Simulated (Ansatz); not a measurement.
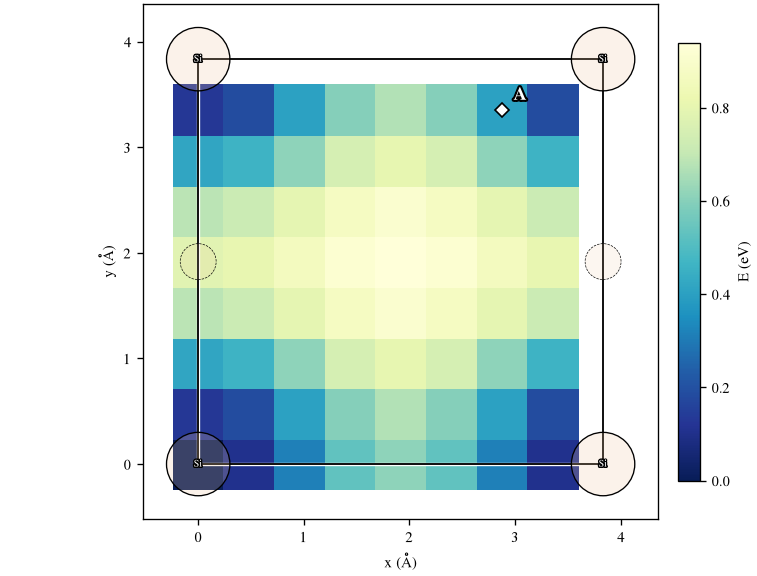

O on a Si(100) slab cut from the Fd-3m phase, its upper half relaxed before the scan (4 atoms of substrate and one adsorbate in a 1 × 1 cell). O is moved over the surface cell at a fixed height above a rigid substrate; the origin of the map has the adsorbate above Si4; the height is held at 2.50 Å. Places are given modulo a cell vector. The map is drawn in real space over the plane of the surface. The scan uses an 8 × 8 grid; 25 points were computed and 39 follow by symmetry. All energies are given in eV relative to the lowest grid point. The magnetic moment jumps between some neighbouring points. With one adsorbate in each 1 × 1 cell, its nearest image is 3.8 Å away, so neighbouring adsorbates interact. At a fixed height the lowest place need not be the adsorption site. Method: DFT PBE+D3(BJ), scalar-relativistic, plane waves, PAW (Ansatz). Settings: cutoff 420 eV, k-mesh 7×7×1, gaussian smearing 0.05 eV, spin-polarised.

The picture shows one coloured cell a grid point, labelled circles for the atoms of the top layer and small ones for the second layer, the outline of one cell of the plane, the point A.

Is A at rest? If not, where is it pushed?

Answer. A, at (6/8, 7/8) of the cell vectors, is not a stationary point. The computed force is 0.6 eV/Å in the plane, pointing up and right in the picture (components 0.48 and 0.35 eV/Å).

PAW datasets: the set soft_1.
